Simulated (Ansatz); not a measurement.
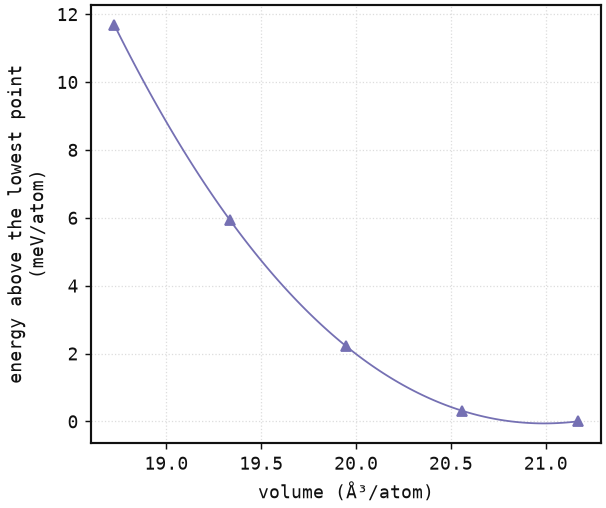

The figure shows the energy above the lowest point against volume for Li, space group Im-3m (No. 229) (one of a set of cubic test structures, which need not be the stable phase).

Computed with Ansatz 0.2.0 development build: equation of state of a cubic crystal from periodic Kohn-Sham density functional theory without spin, third-order Birch-Murnaghan fit to the free energies; pressure corrected for the finite basis. Level: HSE06.

- structure type: bcc
- atoms in cell: 1
- space group number: 229
- lattice centring: body-centred primitive
- k mesh: 6×6×6
- occupation method: Fermi–Dirac
- occupation width: 0.1 eV
- wave cutoff: 420 eV
- datasets: soft-1 PAW
- density tolerance: 0 eV
- bands: 6
- density cutoff ratio: 4
- search for lower states: default
- exchange singularity: Wigner-Seitz

From this curve and the settings, what does the calculation give for the pressure at the same points?

The pressure falls from 1.803 GPa at volume 18.73 Å³/atom to −0.110 GPa at 21.17 Å³/atom, and changes sign near 21.00 Å³/atom.

```json
{"volume (Å³/atom)": "18.73", "pressure (GPa)": "1.803"}
{"volume (Å³/atom)": "19.34", "pressure (GPa)": "1.228"}
{"volume (Å³/atom)": "19.95", "pressure (GPa)": "0.720"}
{"volume (Å³/atom)": "20.56", "pressure (GPa)": "0.280"}
{"volume (Å³/atom)": "21.17", "pressure (GPa)": "-0.110"}
```

Note: coarse k-mesh, values are not converged in k.
